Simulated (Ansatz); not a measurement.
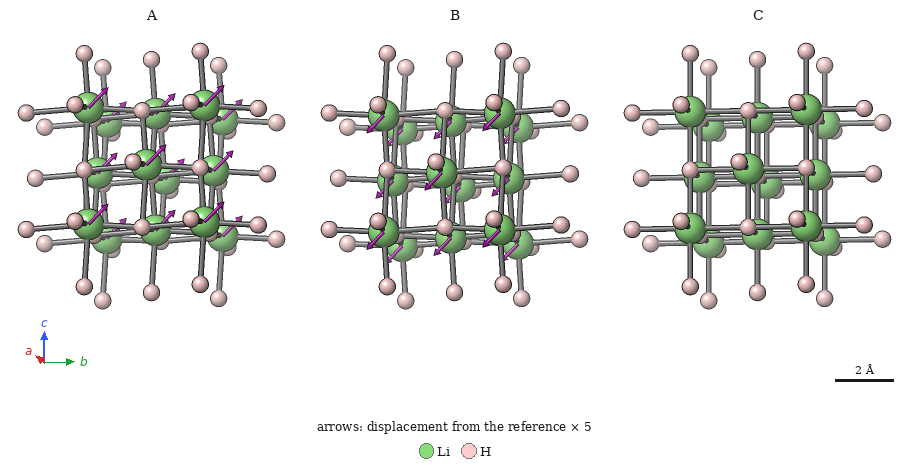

Energy scan for a crystal of LiH (Fm-3m), in which the whole Li sublattice is shifted rigidly, towards the nearest copy of atom 1 (Li) at 2.874 Å, all else fixed. Style: ball-and-stick. Shown: the conventional cell (4 times the calculation's cell), along the a axis, with a slight tilt. Purple arrows: displacements from the reference. Lengths and directions refer to the drawn axes.

Method: DFT PBE, scalar-relativistic, plane waves, PAW in Ansatz. (plane-wave cutoff 420 eV; k-point mesh 10 × 10 × 10; occupations gaussian; smearing width 0.05 eV; no spin polarisation). Energies (free energies at the smearing named) are counted from the cell as listed in its source, which wasn't relaxed.

### Rank the frames from lowest to highest energy.

Lowest first: C (the displacement 0.00 Å, 0.0 meV/cell), B (the displacement 0.175 Å, 14.9 meV/cell), A (the displacement −0.20 Å, 19.6 meV/cell). Over the whole scan: of the computed points the lowest is at the displacement 0.00 Å, 0.0 meV/cell. The curvature at zero is about 0.95 eV/Å² per cell. The well is symmetric. At the highest point the shortest interatomic distance is 1.90 Å, against 2.03 Å in the reference. The distortion takes the space group from Fm-3m to Imm2.
